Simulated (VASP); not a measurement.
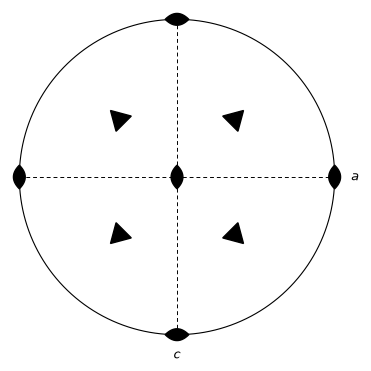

Stereographic projection: heavy lines are mirror planes (a heavy rim: a mirror in the plane of the page); lens, triangle, square and hexagon are 2-, 3-, 4- and 6-fold axes, a lens in an open square is −4, a triangle in an open hexagon −6; thin dashed diameters join the ends of axes that lie in the page; a small open circle marks inversion. The b axis points at the viewer. Computed from the symmetry operations of a computed or model structure of composition CoSi.

Identify the point group and its elements.

Answer. 23 (T), order 12, cubic system: four threefold axes, three twofold axes.

Can such a crystal be piezoelectric, pyroelectric or chiral?

Answer. It is not centrosymmetric; not polar, but piezoelectricity is allowed; it has proper rotations alone, so the crystal is chiral.
